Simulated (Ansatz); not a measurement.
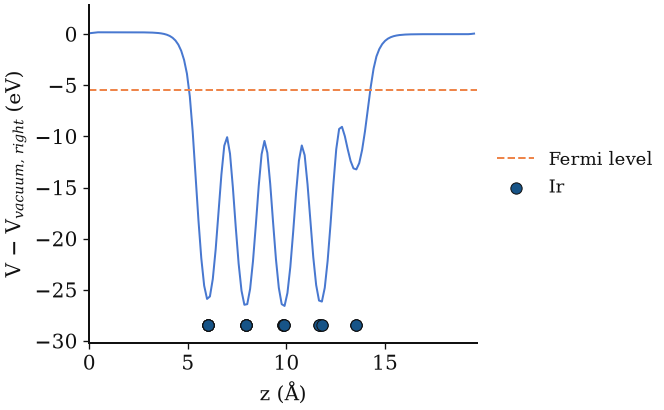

Plane-averaged electrostatic potential energy of an electron across the slab; circles at the bottom mark the heights of the atoms (positions after relaxation).

The material is Ir (slab), 27 atoms in the cell.

Computed with Ansatz 0.2.0: DFT PBEsol, scalar-relativistic, plane waves, PAW, no spin polarisation, 2×12×1 k mesh, 420 eV cutoff.

> What is the work function?

The work function is 5.51 eV at the right face and 5.69 eV at the left.

> Do the two faces differ, and what does that say about the slab's dipole?

The vacuum levels differ by 0.18 eV, so the slab carries a dipole along its normal. Some atoms were held fixed in the relaxation, which can itself make the faces differ.

> How thick are slab and vacuum?

The outermost atoms are 7.5 Å apart, which leaves 12.1 Å of vacuum in a cell 19.7 Å high.

Spin-orbit coupling is left out, which matters for Ir.
